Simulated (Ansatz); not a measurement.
A periodic structure is given below.

```yaml
crystal:
  lattice:
    - [4.84573, 0.00000, 0.00000]
    - [0.00000, 4.84573, 0.00000]
    - [0.00000, 0.00000, 4.84573]
  atoms:
    - { symbol: Zr, position: [0.25000, 0.25000, 0.75000] }
    - { symbol: Zr, position: [0.75000, 0.25000, 0.25000] }
    - { symbol: Zr, position: [0.25000, 0.75000, 0.25000] }
    - { symbol: Zr, position: [0.75000, 0.75000, 0.75000] }
    - { symbol: O, position: [0.00000, 0.00000, 0.00000] }
    - { symbol: O, position: [0.50000, 0.50000, 0.50000] }
```

**Describe what this structure looks like.**

The stoichiometry is Zr$_{2}$O. The space group is Pn-3m (No. 224); the lattice is primitive cubic. Among the common structure types it is cuprite (Cu₂O) type. Atoms per cell: 6 (4 Zr, 2 O). Zr bonds to two O in a linear arrangement at 2.10 Å. About every O there are four Zr in a tetrahedral arrangement at 2.10 Å. Not all metal-metal contacts are counted. The bonds build a three-dimensional framework.

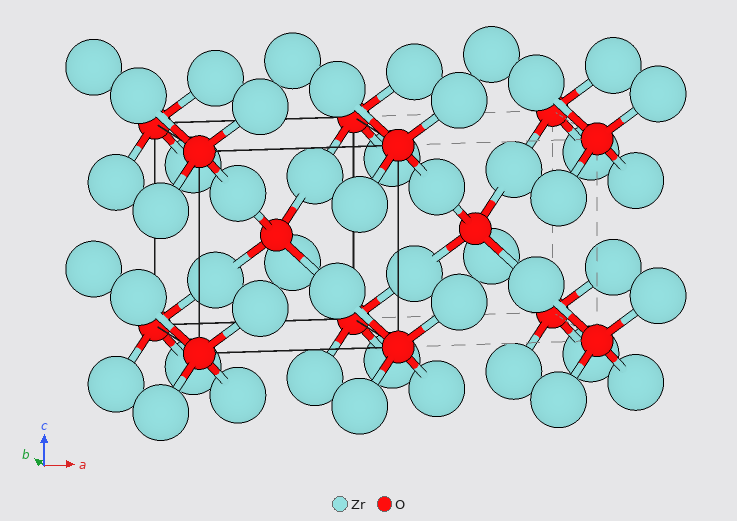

This ball-and-stick model is shown slightly off an axis. Shown are 2×1×1 repeats of the conventional unit cell, one of them outlined in solid lines. Bonded atoms from the next cells complete the picture. Colours: zirconium light teal, oxygen red.

The model was built from a structure listed in the Materials Project. Earlier steps of the study, as a rule a relaxation of our own, may have changed the cell and positions, so they can lie some per cent off the listed ones. It was run through Ansatz as a DFT input.
